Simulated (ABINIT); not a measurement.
## Ce: geometry relaxation (part 1 of 4)

Ce (Im-3m, 1 atom in the cell), computed with Kohn-Sham DFT of a periodic cell, LDA, JTH PAW LDA v2.0, spin-polarised (ABINIT 10.8.3).

The structure derives from a Materials Project entry.

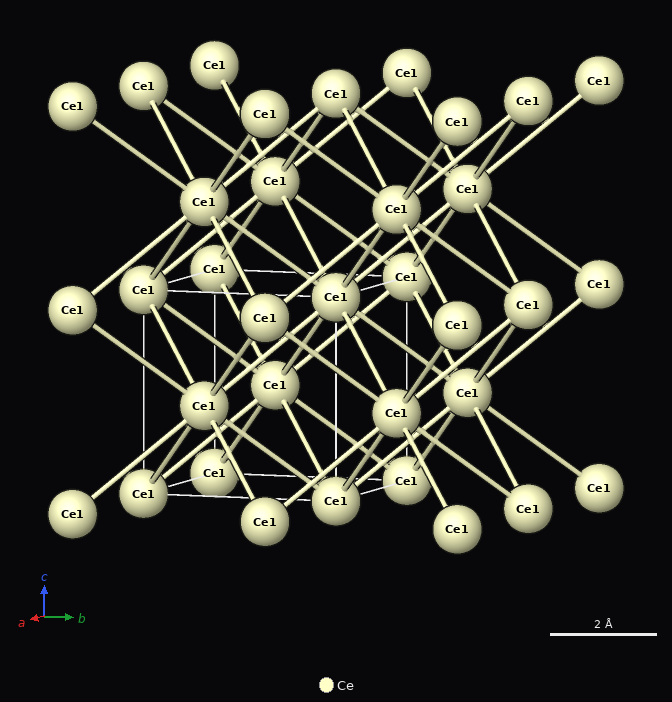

Fig. 1: The structure as given in the input (ball-and-stick view of the cell 2 times as large as that of the calculation, set on its symmetry axes, repeated 2 × 2 × 2, seen slightly off an axis; atoms are numbered from 1 in the order of the input). An atom can appear more than once, as a periodic image. Near neighbours in the periodic cell (some may lie outside the picture): Ce has 8 Ce at 3.37 Å.

### Input file
```
# Pseudopotentials
pp_dirpath "./"
pseudos "Ce.LDA_PW-JTH.xml"

# Structure
acell 3.3658918234 3.3658918234 3.3658918234 Angstrom
rprim
    -0.5773502692     0.5773502692     0.5773502692
     0.5773502692    -0.5773502692     0.5773502692
     0.5773502692     0.5773502692    -0.5773502692
ntypat 1
znucl 58
natom 1
typat 1
chkprim 0
chksymtnons 0
tolsym 1.0e-6
xred
            0.0            0.0            0.0

# Plane-wave basis
ecut 20.0
pawecutdg 40.0
ecutsm 0.5

# k points
kptopt 1
ngkpt 8 8 8
nshiftk 1
shiftk 0.0 0.0 0.0

# Exchange and correlation
ixc 7

# Bands and occupations
nband 14
occopt 3
tsmear 0.05 eV

# Spin
nsppol 2
spinat
     0.0000000000     0.0000000000     1.0000000000

# SCF cycle
nstep 80
tolvrs 1.0e-10

# Output
iomode 3
prteig 0
prtebands 0
prtwf 0
prtden 0

# Relaxation
ionmov 2
optcell 2
ntime 50
tolmxf 2.0e-5
dilatmx 1.08
```

Launched with:
```bash
abinit run.abi > log 2>&1
```

### What the program printed
```
.Version 10.8.3 of ABINIT
 Symmetries : space group Im -3 m (#229); Bravais cI (body-center cubic)
================================================================================
 Values of the parameters that define the memory need of the present run
     intxc =       0    ionmov =       2      iscf =      17    lmnmax =      32
     lnmax =       8     mgfft =      30  mpssoang =       4    mqgrid =    3001
     natom =       1  nloc_mem =       2    nspden =       2   nspinor =       1
    nsppol =       2      nsym =      48    n1xccc =       1    ntypat =       1
    occopt =       3   xclevel =       1
       mpw =        1088          nfft =       27000          nkpt =          29
 PAW method is used; the additional fine FFT grid is defined by:
   mgfftf=        40    nfftf =     64000
================================================================================
================================================================================

--------------------------------------------------------------------------------
------------- Echo of variables that govern the present computation ------------
--------------------------------------------------------------------------------
 -outvars: echo values of preprocessed input variables --------
            acell      6.3606137157E+00  6.3606137157E+00  6.3606137157E+00 Bohr
              amu      1.40115000E+02
          chkprim           0
      chksymtnons           0
          dilatmx      1.08000000E+00
             ecut      2.00000000E+01 Hartree
           ecutsm      5.00000000E-01 Hartree
           ionmov           2
              ixc           7
         kptrlatt        8    0    0      0    8    0      0    0    8
          kptrlen      5.08849097E+01
            natom           1
            nband          14
            ngfft          30      30      30
          ngfftdg          40      40      40
             nkpt          29
           nspden           2
           nsppol           2
            nstep          80
             nsym          48
            ntime          50
           ntypat           1
           occopt           3
          optcell           2
        pawecutdg      4.00000000E+01 Hartree
           prtden           0
        prtebands           0
           prteig           0
            prtwf           0
            rprim     -5.7735026920E-01  5.7735026920E-01  5.7735026920E-01
                       5.7735026920E-01 -5.7735026920E-01  5.7735026920E-01
                       5.7735026920E-01  5.7735026920E-01 -5.7735026920E-01
          spgroup         229
           spinat      0.0000000000E+00  0.0000000000E+00  1.0000000000E+00
           tolmxf      2.00000000E-05
           tolsym      1.00000000E-06
           tolvrs      1.00000000E-10
           tsmear      1.83746611E-03 Hartree
            typat      1
           useylm           1
            znucl       58.00000

================================================================================

 chkinp: Checking input parameters for consistency.

================================================================================
== DATASET  1 ==================================================================

--- !DatasetInfo
iteration_state: {dtset: 1, }
dimensions: {natom: 1, nkpt: 29, mband: 14, nsppol: 2, nspinor: 1, nspden: 2, mpw: 1088, }
cutoff_energies: {ecut:  20.0, pawecutdg:  40.0, }
electrons: {nelect:   1.20000000E+01, charge:   0.00000000E+00, occopt:   3.00000000E+00, tsmear:   1.83746611E-03, }
meta: {optdriver: 0, ionmov: 2, optcell: 2, iscf: 17, paral_kgb: 0, }
...

 Exchange-correlation functional for the present dataset will be:
  LDA: Perdew-Wang 92 LSD fit to Ceperley-Alder data - ixc=7
  J.P.Perdew and Y.Wang, PRB 45, 13244 (1992)

 Real(R)+Recip(G) space primitive vectors, cartesian coordinates (Bohr,Bohr^-1):
 R(1)= -3.6723020  3.6723020  3.6723020  G(1)=  0.0000000  0.1361544  0.1361544
 R(2)=  3.6723020 -3.6723020  3.6723020  G(2)=  0.1361544  0.0000000  0.1361544
 R(3)=  3.6723020  3.6723020 -3.6723020  G(3)=  0.1361544  0.1361544  0.0000000
 Unit cell volume ucvol=  1.9809576E+02 bohr^3
 Angles (23,13,12)=  1.09471221E+02  1.09471221E+02  1.09471221E+02 degrees

 Coarse grid specifications (used for wave-functions):

 getcut: wavevector=  0.0000  0.0000  0.0000  ngfft=  30  30  30
         ecut(hartree)=     23.328   => boxcut(ratio)=   2.16929

 Fine grid specifications (used for densities):

 getcut: wavevector=  0.0000  0.0000  0.0000  ngfft=  40  40  40
         ecut(hartree)=     46.656   => boxcut(ratio)=   2.04651

--- Pseudopotential description ------------------------------------------------
- pspini: atom type   1  psp file is ./Ce.LDA_PW-JTH.xml
 Pseudopotential format is: paw10
 basis_size (lnmax)=  8 (lmn_size= 32), orbitals=   0   0   1   1   2   2   3   3
 Spheres core radius: rc_sph= 2.50512432
 Shapefunction is SIN type: shapef(r)=[sin(pi*r/rshp)/(pi*r/rshp)]**2
 Radius for shape functions =  2.20460234
 Compensation charge density is not taken into account in XC energy/potential

   3.27550212E+02                                ecore*ucvol(ha*bohr**3)
--------------------------------------------------------------------------------

================================================================================

=== [ionmov= 2] Broyden-Fletcher-Goldfarb-Shanno method (forces)
================================================================================

--- Iteration: ( 1/50) Internal Cycle: (1/1)
--------------------------------------------------------------------------------

---SELF-CONSISTENT-FIELD CONVERGENCE--------------------------------------------

--- !BeginCycle
iteration_state: {dtset: 1, itime: 1, icycle: 1, }
solver: {iscf: 17, nstep: 80, nline: 4, wfoptalg: 10, }
tolerances: {tolvrs: 1.00E-10, }
...

     iter   Etot(hartree)      deltaE(h)  residm     nres2   difmagsph maxmagsph
 ETOT  1  -38.350113812062    -3.835E+01 9.975E+00 4.010E+00 4.504E-01 4.504E-01
 ETOT  2  -39.538341571011    -1.188E+00 1.154E+00 2.699E+01 4.409E-01 9.545E-03
 ETOT  3  -39.505446629756     3.289E-02 1.223E+00 1.281E+01 2.817E-02 3.771E-02
 ETOT  4  -39.480428511598     2.502E-02 3.665E-01 2.601E-01 1.745E-01 2.122E-01
 ETOT  5  -39.489060340164    -8.632E-03 8.152E-01 4.799E+00 1.105E-01 1.017E-01
 ETOT  6  -39.483927999737     5.132E-03 1.289E-01 1.805E+00 2.302E-01 3.320E-01
 ETOT  7  -39.483697704744     2.303E-04 1.195E-01 5.767E-01 1.249E-01 2.071E-01
 ETOT  8  -39.483805433574    -1.077E-04 7.901E-02 1.031E-01 8.807E-02 2.952E-01
 ETOT  9  -39.485071403914    -1.266E-03 5.645E-02 6.461E-02 1.012E-02 2.851E-01
 ETOT 10  -39.485156332187    -8.493E-05 1.669E-02 1.360E-01 1.279E-02 2.979E-01
 ETOT 11  -39.485116546119     3.979E-05 1.039E-02 8.163E-02 8.448E-03 3.063E-01
 ETOT 12  -39.485060523927     5.602E-05 1.394E-02 1.200E-02 1.059E-02 2.957E-01
 ETOT 13  -39.485049992452     1.053E-05 1.268E-02 3.127E-05 1.247E-02 2.832E-01
 ETOT 14  -39.485052869496    -2.877E-06 1.133E-02 3.067E-04 2.836E-03 2.804E-01
 ETOT 15  -39.485053049894    -1.804E-07 4.111E-03 2.027E-04 9.361E-04 2.813E-01
 ETOT 16  -39.485055812489    -2.763E-06 1.094E-02 2.782E-03 8.957E-03 2.724E-01
 ETOT 17  -39.485053310783     2.502E-06 3.439E-03 4.644E-04 5.590E-03 2.780E-01
 ETOT 18  -39.485053492236    -1.815E-07 1.036E-03 1.527E-04 7.086E-03 2.709E-01
 ETOT 19  -39.485053484702     7.534E-09 1.541E-03 1.023E-04 2.186E-03 2.731E-01
 ETOT 20  -39.485053709347    -2.246E-07 6.065E-05 1.927E-04 1.981E-04 2.729E-01
 ETOT 21  -39.485053748103    -3.876E-08 1.049E-04 1.588E-04 1.095E-03 2.740E-01
 ETOT 22  -39.485053100675     6.474E-07 6.092E-05 1.133E-05 2.834E-03 2.711E-01
 ETOT 23  -39.485053100423     2.517E-10 9.402E-05 1.284E-06 8.741E-04 2.703E-01
 ETOT 24  -39.485053101672    -1.249E-09 8.955E-05 5.615E-07 2.007E-03 2.683E-01
 ETOT 25  -39.485053102469    -7.967E-10 5.217E-05 3.503E-08 2.631E-04 2.680E-01
 ETOT 26  -39.485053102524    -5.476E-11 3.125E-05 9.869E-09 1.030E-04 2.679E-01
 ETOT 27  -39.485053102533    -8.583E-12 3.644E-05 3.229E-09 4.162E-05 2.679E-01
 ETOT 28  -39.485053102532     8.740E-13 2.434E-05 1.793E-10 8.253E-07 2.679E-01
 ETOT 29  -39.485053102534    -2.132E-12 2.452E-05 5.052E-11 2.159E-06 2.679E-01

 At SCF step   29       nres2   =  5.05E-11 < tolvrs=  1.00E-10 =>converged.

 Cartesian components of stress tensor (hartree/bohr^3)
  sigma(1 1)=  2.07512838E-04  sigma(3 2)=  0.00000000E+00
  sigma(2 2)=  2.07512838E-04  sigma(3 1)=  0.00000000E+00
  sigma(3 3)=  2.07512838E-04  sigma(2 1)=  0.00000000E+00

--- !ResultsGS
iteration_state: {dtset: 1, itime: 1, icycle: 1, }
comment   : Summary of ground state results
lattice_vectors:
- [ -3.6723020,   3.6723020,   3.6723020, ]
- [  3.6723020,  -3.6723020,   3.6723020, ]
- [  3.6723020,   3.6723020,  -3.6723020, ]
lattice_lengths: [   6.36061,    6.36061,    6.36061, ]
lattice_angles: [109.471, 109.471, 109.471, ] # degrees, (23, 13, 12)
lattice_volume:   1.9809576E+02
convergence: {deltae: -2.132E-12, res2:  5.052E-11, residm:  2.452E-05, diffor: null, }
etotal    :  -3.94850531E+01
entropy   :   0.00000000E+00
fermie    :   3.67410932E-01
cartesian_stress_tensor: # hartree/bohr^3
- [  2.07512838E-04,   0.00000000E+00,   0.00000000E+00, ]
- [  0.00000000E+00,   2.07512838E-04,   0.00000000E+00, ]
- [  0.00000000E+00,   0.00000000E+00,   2.07512838E-04, ]
pressure_GPa:  -6.1052E+00
xred      :
- [  0.0000E+00,   0.0000E+00,   0.0000E+00, Ce]
cartesian_forces: # hartree/bohr
- [ -0.00000000E+00,  -0.00000000E+00,  -0.00000000E+00, ]
force_length_stats: {min:   0.00000000E+00, max:   0.00000000E+00, mean:   0.00000000E+00, }
...

 Integrated electronic and magnetization densities in atomic spheres:
 ------------------------------------------------------------------------------------------------------------
 Radius=ratsph(iatom), smearing ratsm=  0.0000. Diff(up-dn)=approximate z local magnetic moment.
    Atom    Radius    up_density   dn_density  Total(up+dn)  Diff(up-dn)
    1 Ce   2.50512     4.693124     4.425191      9.118314     0.267933
 ------------------------------------------------------------------------------------------------------------
  Sum:                 4.693124     4.425191      9.118314     0.267933
 Total magnetization (from the atomic spheres):                0.267933
 Total magnetization (exact up - dn):                          0.323546

---OUTPUT-----------------------------------------------------------------------

 Cartesian coordinates (xcart) [bohr]
  0.00000000000000E+00  0.00000000000000E+00  0.00000000000000E+00
 Reduced coordinates (xred)
  0.00000000000000E+00  0.00000000000000E+00  0.00000000000000E+00
 Cartesian forces (fcart) [Ha/bohr]; max,rms= 0.00000E+00 0.00000E+00 (free atoms)
 -0.00000000000000E+00 -0.00000000000000E+00 -0.00000000000000E+00
 Gradient of E wrt nuclear positions in reduced coordinates (gred)
 -0.00000000000000E+00 -0.00000000000000E+00 -0.00000000000000E+00
 Scale of Primitive Cell (acell) [bohr]
  6.36061371565836E+00  6.36061371565836E+00  6.36061371565836E+00
 Real space primitive translations (rprimd) [bohr]
 -3.67230204101257E+00  3.67230204101257E+00  3.67230204101257E+00
  3.67230204101257E+00 -3.67230204101257E+00  3.67230204101257E+00
  3.67230204101257E+00  3.67230204101257E+00 -3.67230204101257E+00
 Unitary Cell Volume (ucvol) [Bohr^3]=  1.98095756956388E+02
 Angles (23,13,12)= [degrees]
  1.09471220634491E+02  1.09471220634491E+02  1.09471220634491E+02
 Lengths [Bohr]
  6.36061371577266E+00  6.36061371577266E+00  6.36061371577266E+00
 Stress tensor in cartesian coordinates (strten) [Ha/bohr^3]
  2.07512838394789E-04  0.00000000000000E+00  0.00000000000000E+00
  0.00000000000000E+00  2.07512838394793E-04  0.00000000000000E+00
  0.00000000000000E+00  0.00000000000000E+00  2.07512838394789E-04
 Total energy (etotal) [Ha]= -3.94850531025338E+01

--- Iteration: ( 2/50) Internal Cycle: (1/1)
--------------------------------------------------------------------------------

---SELF-CONSISTENT-FIELD CONVERGENCE--------------------------------------------

--- !BeginCycle
iteration_state: {dtset: 1, itime: 2, icycle: 1, }
solver: {iscf: 17, nstep: 80, nline: 4, wfoptalg: 10, }
tolerances: {tolvrs: 1.00E-10, }
...

     iter   Etot(hartree)      deltaE(h)  residm     nres2   difmagsph maxmagsph
 ETOT  1  -39.486961262132    -3.949E+01 1.337E+01 1.673E+00 3.754E-01 3.754E-01
 ETOT  2  -39.507457025581    -2.050E-02 4.840E-01 1.296E+01 3.023E-01 7.319E-02
 ETOT  3  -39.486196632922     2.126E-02 1.126E-01 1.184E+00 1.285E-01 2.017E-01
 ETOT  4  -39.485634743798     5.619E-04 2.671E-02 5.716E-01 1.295E-01 3.312E-01
 ETOT  5  -39.485520178373     1.146E-04 7.792E-03 3.724E-03 6.021E-02 2.710E-01
 ETOT  6  -39.485816640541    -2.965E-04 3.024E-03 1.087E-02 1.472E-04 2.709E-01
 ETOT  7  -39.485845914227    -2.927E-05 1.019E-04 4.241E-02 1.038E-02 2.813E-01
 ETOT  8  -39.485868782806    -2.287E-05 3.646E-05 6.854E-02 8.691E-03 2.899E-01
 ETOT  9  -39.485949570553    -8.079E-05 3.788E-05 1.598E-01 2.109E-02 3.110E-01
 ETOT 10  -39.486000157287    -5.059E-05 1.967E-05 2.095E-01 3.875E-02 3.498E-01
 ETOT 11  -39.485794398997     2.058E-04 3.115E-04 3.963E-03 5.329E-02 2.965E-01
 ETOT 12  -39.485807315770    -1.292E-05 2.121E-05 1.336E-02 1.025E-02 3.067E-01
 ETOT 13  -39.485810371172    -3.055E-06 6.876E-05 1.409E-02 2.796E-03 3.039E-01
 ETOT 14  -39.485794406358     1.596E-05 8.280E-05 6.378E-03 1.834E-02 2.856E-01
 ETOT 15  -39.485793485005     9.214E-07 8.466E-06 4.959E-03 5.381E-04 2.861E-01
 ETOT 16  -39.485804337315    -1.085E-05 7.978E-06 1.253E-02 3.012E-02 2.560E-01
 ETOT 17  -39.485799522765     4.815E-06 2.110E-05 4.754E-04 1.426E-02 2.417E-01
 ETOT 18  -39.485802233367    -2.711E-06 1.084E-05 4.063E-04 2.773E-02 2.140E-01
 ETOT 19  -39.485803015822    -7.825E-07 1.278E-06 4.280E-04 1.006E-02 2.040E-01
 ETOT 20  -39.485803161441    -1.456E-07 8.673E-07 2.895E-04 7.387E-03 1.966E-01
 ETOT 21  -39.485803463515    -3.021E-07 7.618E-06 7.317E-05 5.551E-02 1.411E-01
 ETOT 22  -39.485803542059    -7.854E-08 1.237E-06 3.123E-05 1.834E-03 1.429E-01
 ETOT 23  -39.485803537290     4.768E-09 6.061E-07 3.585E-06 5.006E-03 1.479E-01
 ETOT 24  -39.485803535041     2.250E-09 2.728E-06 2.217E-06 1.737E-03 1.496E-01
 ETOT 25  -39.485803532047     2.993E-09 1.495E-06 9.425E-07 1.052E-03 1.507E-01
 ETOT 26  -39.485803532797    -7.499E-10 1.315E-06 3.672E-06 1.316E-03 1.494E-01
 ETOT 27  -39.485803532684     1.130E-10 4.004E-06 3.243E-06 3.050E-05 1.494E-01
 ETOT 28  -39.485803530018     2.666E-09 1.318E-06 1.229E-07 5.690E-05 1.495E-01
 ETOT 29  -39.485803529958     5.994E-11 3.149E-07 2.277E-08 4.344E-04 1.490E-01
 ETOT 30  -39.485803529969    -1.121E-11 1.975E-06 3.638E-08 3.678E-04 1.487E-01
 ETOT 31  -39.485803529956     1.341E-11 1.783E-07 2.973E-09 2.382E-04 1.489E-01
 ETOT 32  -39.485803529972    -1.605E-11 1.189E-06 2.304E-09 1.291E-04 1.490E-01
 ETOT 33  -39.485803529979    -7.162E-12 1.386E-07 1.828E-09 4.825E-05 1.491E-01
 ETOT 34  -39.485803529978     7.105E-13 7.854E-07 6.413E-11 8.935E-06 1.491E-01

 At SCF step   34       nres2   =  6.41E-11 < tolvrs=  1.00E-10 =>converged.

 Cartesian components of stress tensor (hartree/bohr^3)
  sigma(1 1)=  2.00852376E-04  sigma(3 2)=  0.00000000E+00
  sigma(2 2)=  2.00852376E-04  sigma(3 1)=  0.00000000E+00
  sigma(3 3)=  2.00852376E-04  sigma(2 1)=  0.00000000E+00
```
